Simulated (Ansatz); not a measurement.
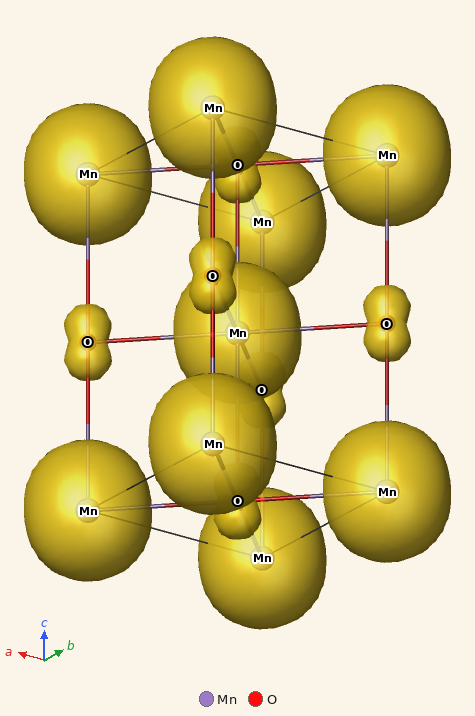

Figure 1: MnO. Isosurface of the spin density at +0.2 e/Å³ (yellow), seen at an oblique angle. Sticks mark near contacts.

Space group I4/mmm; computed pressure about 3 GPa in this cell; spin-polarised.

The calculation used Ansatz, DFT PBE, scalar-relativistic, plane waves, PAW.

In a PAW calculation such maps are meaningful between the atoms, not at the nuclei.

```
Mn O
1.0
     2.09098   -2.09098    0.00000
     2.09098    2.09098    0.00000
     0.00000    0.00000    5.01836
Mn O
2 2
Direct
  0.00000 0.00000 0.00000
  0.50000 0.50000 0.50000
  0.50000 0.50000 0.00000
  0.00000 0.00000 0.50000
```

Question: Which atoms carry the moments, and with what signs?

Answer: The spin density sits on Mn: +3.8 μB (×2) in one cell of 4 atoms, with smaller moments on other sites: O (up to +0.21 μB): parallel main moments, as they must be, since the calculation's own cell holds one magnetic site. The cell of the calculation (2 atoms) carries 4.5 μB of net spin moment.
